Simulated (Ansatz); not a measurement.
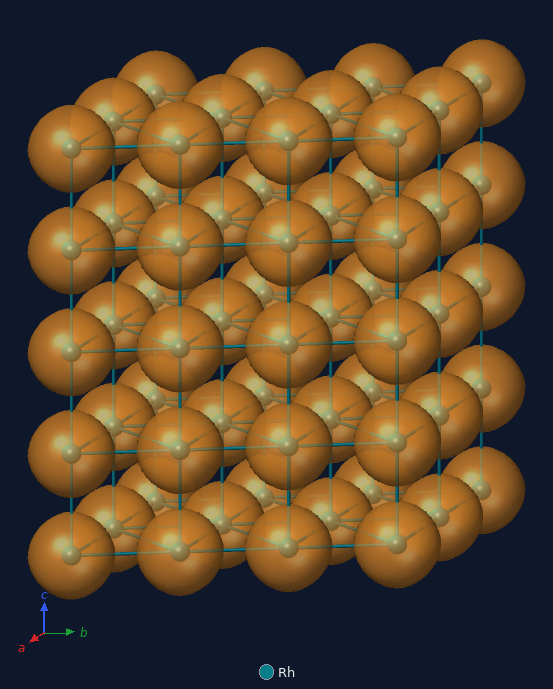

Rh. Isosurface of the valence pseudo-density at 0.6 e/Å³ (orange), seen slightly off an axis. Sticks mark near contacts.

Space group P6/mmm; a structure generated by program, which may or may not match a known phase; computed without spin polarisation.

The calculation used DFT PBE, scalar-relativistic, plane waves, PAW in Ansatz 0.2.0.

Core electrons are frozen (PAW), and the valence fields are smoothed inside the atomic spheres.

Input

```
crystal:
  lattice:
    - [2.6371196821, 0.0, 0.0]
    - [-1.3185598411, 2.2838126375, 0.0]
    - [0.0, 0.0, 2.5520144649]
  atoms:
    - { symbol: Rh, position: [0.0, 0.0, 0.0] }
basis:
  ecutwfc: 420
kpoints:
  mp_grid: { grid: [24, 24, 22] }
hamiltonian:
  xc: pbe
scf:
  occupations: { method: gaussian, width: 0.1 }
output:
  forces: true
  stress: true
  eigenvalues: true
  write_density: true
  write_potential: true
  elf: true
  volumetric_format: npy
relax:
  adjacent_minimum: "off"
  f_tol: 0.01
  max_steps: 80
  cell: { stress_tol: 0.05 }
```

Command:

```sh
ansatz run input.yaml --threads 1 --pin off --max-ram 2560MiB --backend cpu --events-out ev --progress --plain --runs-dir out
```

Below, planes, directions and counts refer to the conventional cell (a = 2.64 Å, b = 2.64 Å, c = 2.54 Å, α = 90.00°, β = 90.00°, γ = 120.00°).

The fields are those of the run's last geometry, not of the input's.

**What does this surface tell about the bonding?**

At this value the density breaks into separate islands; it holds about 80 % of the electrons treated as valence (semicore included). It bridges none of the near contacts. It is pinched off along the sampled Rh–Rh (2.54 Å) and Rh–Rh (2.64 Å) contacts. On the grid the lowest density along these lines, outside the cores, is 0.46 e/Å³ (Rh–Rh, 2.54 Å) and 0.39 e/Å³ (Rh–Rh, 2.64 Å).
